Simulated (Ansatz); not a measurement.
System: HfSi₃, space group Pm-3m, 4 atoms in the cell, AuCu3 type.

Space group Pm-3m (No. 221). a = 3.930 Å, b = 3.930 Å, c = 3.930 Å, α = 90.00°, β = 90.00°, γ = 90.00°
```
atom  site  symmetry       x       y       z
  Hf    1a      m-3m  0.0000  0.0000  0.0000
  Si    3c    4/mm.m  0.0000  0.5000  0.5000
```

Method: DFT PBEsol, scalar-relativistic, plane waves, PAW, no spin polarisation, 8×8×8 k mesh, 420 eV cutoff (Ansatz).

What will the band structure and density of states look like? The path is Γ–X–M–Γ–R–X|R–M.

A metal: 3 bands cross the Fermi level along this path. Bands cross the Fermi level on every line of the path. At Γ the nearest levels lie 0.14 eV below and 2.21 eV above the Fermi level. The density of states at the Fermi level is about 1.9 per eV and cell (mean within 0.25 eV), or 0.46 per atom.

The structure was built from a prototype or by substitution, so it need not be a known phase. Spin-orbit coupling is left out, which matters for Hf.

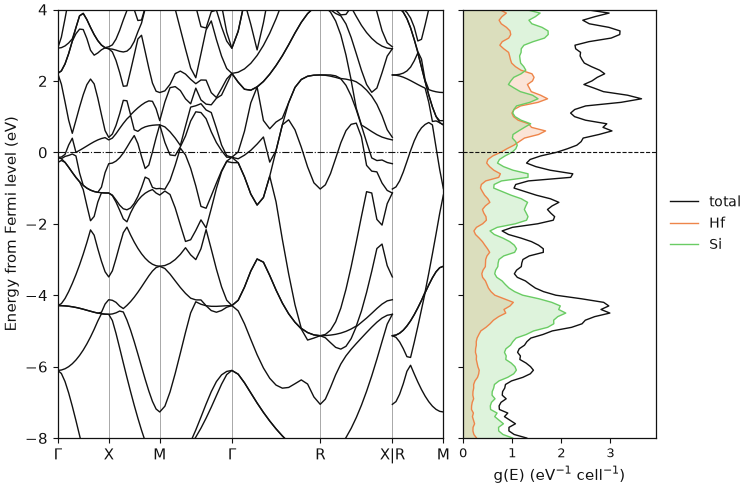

Band structure and density of states. Energies are counted from the Fermi level. The partial curves are projected on Löwdin-orthogonalised atomic shells.
